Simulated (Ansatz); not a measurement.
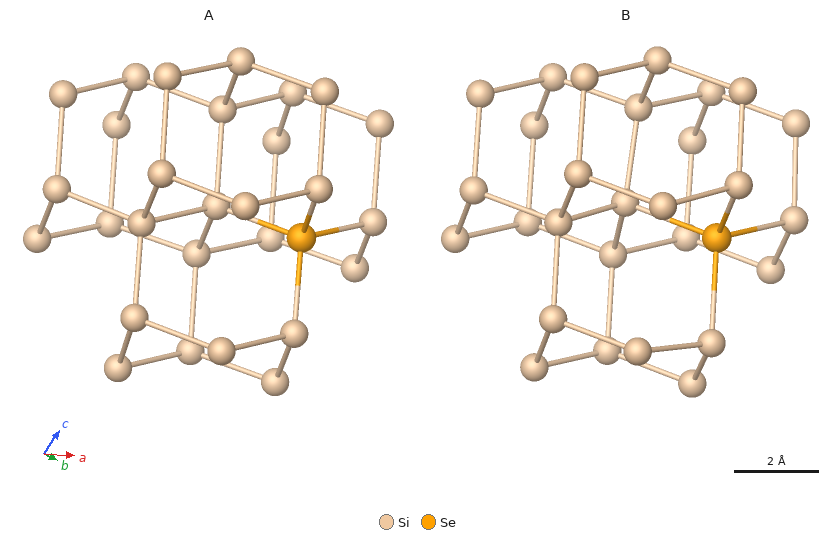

Two geometries of a defect cell of composition Si$_{127}$Se (cell charge −1), drawn at one scale. One is the start of a relaxation, the other its converged end. Style: ball-and-stick. Shown: the atoms within 5.0 Å of the atom that moves most (axes of the cell of the calculation (origin shifted)), from a free direction.

All numbers below come from DFT, PBEsol, PAW, plane waves (Ansatz). Settings: plane-wave cutoff 420 eV; k-point mesh 1 × 1 × 1; mesh shifted by (0.25, 0.25, 0.25); collinear spin; atoms relaxed in a fixed cell; force threshold 0.03 eV/Å; at most 80 steps.

### Which one is relaxed?

Structure B is the relaxed one. The atoms of the start lie slightly off their symmetric places, so part of the fall in energy undoes that. Over 4 geometry steps the energy falls by 1.756 eV per cell of the calculation. Largest force component: 1.5 eV/Å at the start, 0.029 eV/Å at the end. The largest move is that of a Si atom, 0.24 Å roughly along [−3 1 1]. By element the largest moves are Si 0.24 Å, Se 0.04 Å. The lattice vectors keep their values. Among the contacts that change: Se–Si 2.331 → 2.554 Å, Se–Si 2.318 → 2.499 Å, Si–Si 2.420 → 2.349 Å, Si–Si 2.395 → 2.332 Å. Among the angles between lasting bonds that change: Si–Si–Si 111.2° → 104.1°, Si–Si–Se 110.4° → 103.6°, Si–Si–Si 109.7° → 104.0°. The program noted that the starting moments weren't kept. Cost: 22 s on 1 × NVIDIA GB300 Max-Q with 8 threads of Arm Neoverse-V2, peak memory 2.8 GiB.

Limits of the set-up: the cell is charged, on a uniform background, and energies carry no finite-size correction.
